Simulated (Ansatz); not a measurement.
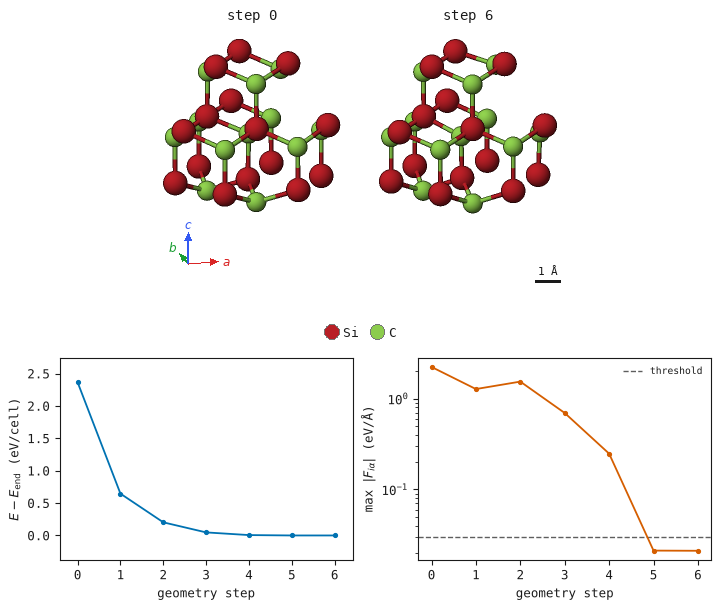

First and last geometry of a relaxation of a defect cell of composition Si₄₇C₄₇, with the history of the run. The picture is a ball-and-stick view of the atoms within 4.2 Å of the atom that moves most (axes of the cell of the calculation (origin shifted)), seen slightly off an axis.

Level of theory: DFT, PBEsol, PAW, plane waves (Ansatz 0.2.0). Settings: plane-wave cutoff 420 eV; k-point mesh 1 × 1 × 1; mesh shifted by (0.25, 0.25, 0.25); collinear spin; atoms relaxed in a fixed cell; force threshold 0.03 eV/Å; at most 80 steps.

> What do the curves and the structures tell?

It converged. After 6 geometry steps the energy has fallen by 2.366 eV per cell of the calculation. The largest force component goes from 2.2 to 0.021 eV/Å. The atom that moves furthest is a C atom (0.22 Å along [−2 −1 −1]). By element the largest moves are C 0.22 Å, Si 0.13 Å. The cell stays as it was. Among the contacts that change: C–Si 1.922 → 1.781 Å, C–Si 1.943 → 1.809 Å, C–Si 1.893 → 1.778 Å, C–Si 1.918 → 1.829 Å. Among the angles between lasting bonds that change: C–Si–C 111.8° → 104.2°, Si–C–Si 108.2° → 114.7°, C–Si–C 111.0° → 104.9°. Cost: 12 s on 1 × NVIDIA GB300 Max-Q with 8 threads of Arm Neoverse-V2, peak memory 1.9 GiB.

| step | E − E(0), meV/atom | largest force component, eV/Å |
| --- | --- | --- |
| 0 | 0.00 | 2.2279 |
| 1 | -18.30 | 1.2720 |
| 2 | -23.01 | 1.5362 |
| 3 | -24.67 | 0.6936 |
| 4 | -25.11 | 0.2474 |
| 5 | -25.17 | 0.0212 |
| 6 | -25.17 | 0.0211 |
